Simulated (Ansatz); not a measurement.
A series of calculations on Si

Part 1: Relaxation

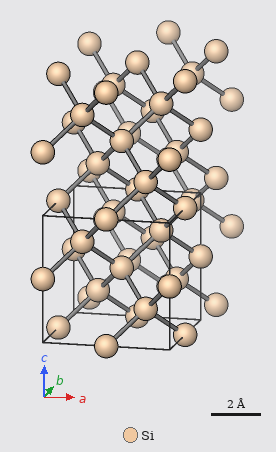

Crystalline Si (set up in Fd-3m), before the relaxation. Style: ball-and-stick. Shown: the conventional cell (4 times the calculation's cell), repeated 1 × 2 × 2 with one cell outlined, slightly off an axis. Lengths and directions refer to the drawn axes.

All numbers below come from DFT PBE, scalar-relativistic, plane waves, PAW in Ansatz.

Input
```yaml
crystal:
  lattice:
    - [0.0, 2.71547, 2.71547]
    - [2.71547, 0.0, 2.71547]
    - [2.71547, 2.71547, 0.0]
  atoms:
    - { symbol: Si, position: [0.5, 0.5, 0.5] }
    - { symbol: Si, position: [0.75, 0.75, 0.75] }
basis:
  ecutwfc: 420
kpoints:
  mp_grid: { grid: [10, 10, 10] }
hamiltonian:
  xc: pbe
scf:
  occupations: { method: gaussian, width: 0.02 }
output:
  forces: true
  stress: true
  eigenvalues: true
  write_density: true
  write_potential: true
  elf: true
  volumetric_format: npy
relax:
  adjacent_minimum: "off"
  f_tol: 0.005
  max_steps: 80
  cell: { stress_tol: 0.05 }
```

Command:
```bash
ansatz run input.yaml --threads 8 --pin off --max-ram 20480MiB --backend cpu --events-out ev --progress --plain --runs-dir out
```

Q: Where does the relaxation end?

A: The atoms keep their places relative to the cell (all moves are under 0.005 Å). Cell: a = b = c 5.431 → 5.470 Å (+0.7 %). Volume +2.2 %. Among the contacts that change: Si1–Si2 2.352 → 2.368 Å. The space group stays Fd-3m (No. 227). The energy falls by 2.7 meV per atom in 2 accepted moves (3 points after the start). All forces vanish by symmetry, so only the cell relaxes. Pressure: 2.01 GPa at the start and 0.02 GPa at the end. The SCF was repeated once at an unchanged geometry on a basis and grid sized afresh for the cell, which shifted the energy by 0.1 meV per atom at most. Cost: 0.77 s on 8 threads of Intel(R) Xeon(R) Platinum 8488C (Sapphire Rapids), on a shared host, peak memory 0.39 GiB.

History of the run:

| step | E − E(0), meV/atom | pressure, GPa | volume, Å³/atom | note |
| --- | --- | --- | --- | --- |
| 0 | 0.00 | 2.01 | 20.023 |  |
| 1 | -2.48 | 0.48 | 20.350 |  |
| 2 | -2.63 | 0.02 | 20.456 |  |
| 3 | -2.69 | 0.02 | 20.456 | same geometry, new basis |

Part 2: Relaxation

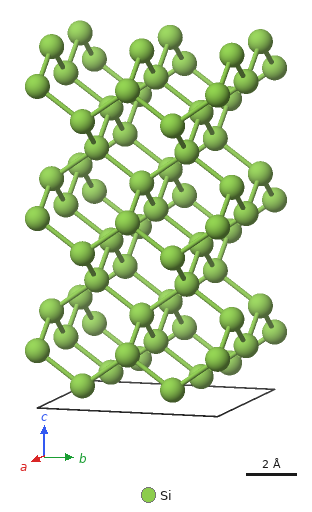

Starting structure of a slab of composition Si (cut from the Fd-3m phase). A ball-and-stick model of the 2 × 2 repeat of the cell, outlined in the plane, without the vacuum, seen slightly off an axis.

Case: (1 0 0) slab, atoms relaxed. The slab is the (1 0 0) face of Si.

All numbers below come from Ansatz 0.2.0, DFT PBEsol, scalar-relativistic, plane waves, PAW.

The input:
```yaml
crystal:
  lattice:
    - [3.8417168278, 0.0, 0.0]
    - [0.0, 3.8417168278, 0.0]
    - [0.0, 0.0, 28.5825201018]
  atoms:
    - { symbol: Si, position: [0.0, 0.5, 0.2623981361] }
    - { symbol: Si, position: [0.0, 0.0, 0.3099185089] }
    - { symbol: Si, position: [0.5, 0.0, 0.3574388817] }
    - { symbol: Si, position: [0.5, 0.5, 0.4049592544] }
    - { symbol: Si, position: [0.0, 0.5, 0.4524796272] }
    - { symbol: Si, position: [0.0, 0.0, 0.5] }
    - { symbol: Si, position: [0.5, 0.0, 0.5475203728] }
    - { symbol: Si, position: [0.5, 0.5, 0.5950407456] }
    - { symbol: Si, position: [0.0, 0.5, 0.6425611183] }
    - { symbol: Si, position: [0.0, 0.0, 0.6900814911] }
    - { symbol: Si, position: [0.5, 0.0, 0.7376018639] }
basis:
  ecutwfc: 420
kpoints:
  mp_grid: { grid: [9, 9, 1] }
hamiltonian:
  xc: pbesol
scf:
  occupations: { method: gaussian, width: 0.05 }
output:
  forces: true
  eigenvalues: true
  write_density: true
  write_potential: true
  elf: true
  volumetric_format: npy
relax:
  adjacent_minimum: "off"
  f_tol: 0.02
  max_steps: 60
efield:
  axis: 3
  dipole_correction: true
  ramp_width: 0.04
```

Run as
```bash
ansatz run input.yaml --threads 1 --pin off --max-ram 2560MiB --backend cpu --events-out ev --progress --plain --runs-dir out
```

Q: Where does the relaxation end?

A: Over 2 geometry steps the energy falls by 2.2 meV per cell of the calculation. Largest force component: 0.083 eV/Å at the start, 0.009 eV/Å at the end. The largest moves relative to the layer's centre, 0.027 Å, are those of Si1 and Si11. Si11 goes along the normal (−c). The cell doesn't change. Some distances before and after: Si10–Si11 2.353 → 2.345 Å.

Part 3: A change

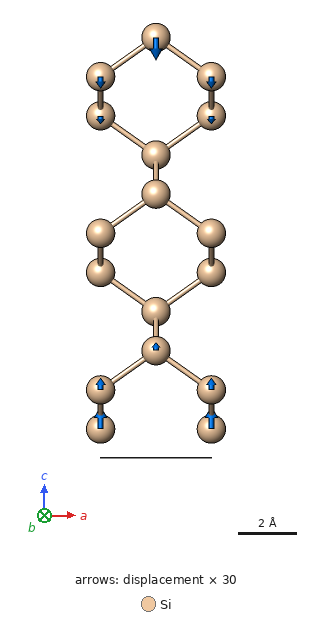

A (1 0 0) slab of Si as cut from the relaxed bulk. The blue arrows show how the atoms are displaced, magnified 30 times. A ball-and-stick model of the 1 × 2 repeat of the cell, outlined in the plane, without the vacuum, seen along the b axis.

Theory: Ansatz 0.2.0, DFT PBEsol, scalar-relativistic, plane waves, PAW. Settings: plane-wave cutoff 420 eV; occupations gaussian; no spin polarisation. The k-mesh is chosen for each cell (12×12×12, 9×9×1). Smearing widths differ between the runs.

What was done to the structure, and with what result?

The atoms of the slab are relaxed at the bulk's in-plane cell. The surface energy (mean of the two faces) falls from 2.31 to 2.31 J/m². The top spacing, between the Si and Si planes, goes from 1.36 to 1.35 Å (−0.9 %), the bottom one (Si to Si) from 1.36 to 1.35 Å (−0.9 %). The lattice vectors keep their values. The largest moves relative to the layer's centre, 0.027 Å, are those of Si atoms. Near-neighbour distances before and after: Si–Si 2.353 → 2.345 to 2.353 Å.
